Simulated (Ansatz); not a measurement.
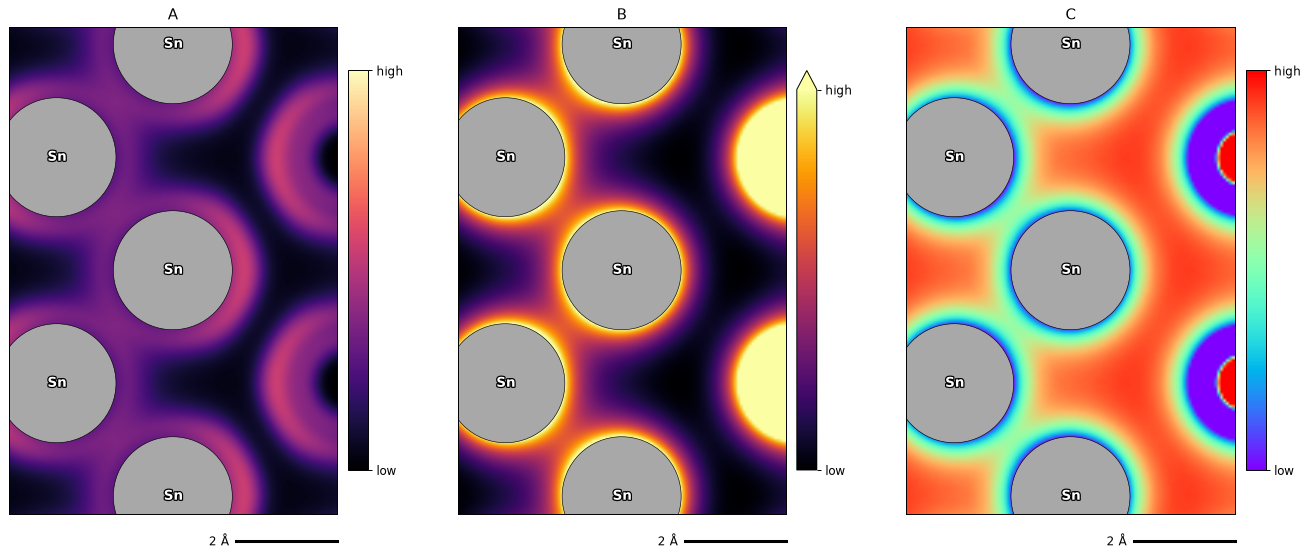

Sn: 3 fields on the (11̄0) plane of the conventional cell, with unlabelled colour scales. Grey discs cover the atomic cores.

Space group P4/nmm; not relaxed (largest force 0.5 eV/Å).

Theory: DFT r2SCAN, scalar-relativistic, plane waves, PAW in Ansatz 0.2.0.

```yaml
crystal:
  lattice:
    - [3.18150, 0.00000, 0.00000]
    - [0.00000, 3.18150, 0.00000]
    - [0.00000, 0.00000, 5.83130]
  atoms:
    - { symbol: Sn, position: [0.50000, 0.00000, 0.69855] }
    - { symbol: Sn, position: [0.00000, 0.50000, 0.30145] }
```

Q: The panels show electron localisation function, electrostatic potential energy of an electron and valence pseudo-density in some order. Assign them.

A: Panel A: electron localisation function. Panel B: valence pseudo-density. Panel C: electrostatic potential energy of an electron (low next to the atoms, rising into the space between them). From the grid: Sn–Sn (3.23 Å): the density is about 0.18 e/Å³ at the midpoint; the ELF is about 0.35 at the midpoint (no localised pair shows between them).
